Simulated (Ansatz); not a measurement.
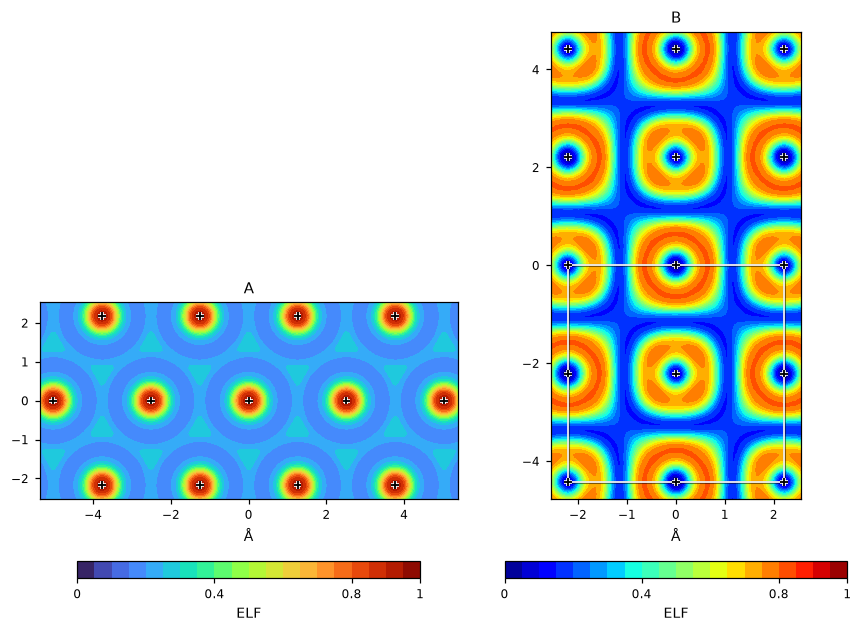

The ELF of 2 systems, each on a plane through atoms (crosses mark nuclei in the plane).

Theory: DFT PBE, scalar-relativistic, plane waves, PAW in Ansatz 0.2.0.

System 1: NbN, the (010) plane of the conventional cell. Space group Fm-3m.

```
CELL_PARAMETERS angstrom
4.42154 0.00000 0.00000
0.00000 4.42154 0.00000
0.00000 0.00000 4.42154
ATOMIC_POSITIONS crystal
Nb 0.50000 0.00000 0.00000
Nb 0.00000 0.50000 0.00000
Nb 0.00000 0.00000 0.50000
Nb 0.50000 0.50000 0.50000
N 0.00000 0.00000 0.00000
N 0.50000 0.50000 0.00000
N 0.50000 0.00000 0.50000
N 0.00000 0.50000 0.50000
```

System 2: Cu, the (111) plane of the conventional cell. Space group Fm-3m; changed on purpose from its base cell (volume × 0.94); computed pressure about 10 GPa in this cell; computed without spin polarisation.

```cif
data_structure
_symmetry_space_group_name_H-M 'P 1'
_symmetry_Int_Tables_number 1
_cell_length_a 3.5557
_cell_length_b 3.5557
_cell_length_c 3.5557
_cell_angle_alpha 90.000
_cell_angle_beta 90.000
_cell_angle_gamma 90.000
_cell_volume 44.95
loop_
_atom_site_label
_atom_site_type_symbol
_atom_site_fract_x
_atom_site_fract_y
_atom_site_fract_z
_atom_site_occupancy
Cu1 Cu 0.00000 0.00000 0.00000 1
Cu2 Cu 0.50000 0.50000 0.00000 1
Cu3 Cu 0.50000 0.00000 0.50000 1
Cu4 Cu 0.00000 0.50000 0.50000 1
```

Match each panel to its system.

Panel A is system 2, Cu: the plane holds Cu. Cu–Cu (2.51 Å): the ELF is about 0.20 at the midpoint: no shared electron pair shows on this line. Panel B is system 1, NbN: the plane holds Nb and N. Nb–N (2.21 Å): the ELF peaks at about 0.80 in the valence shell of N, 0.6 Å from its nucleus, and is about 0.15 at the midpoint; no shared electron pair shows on this line.
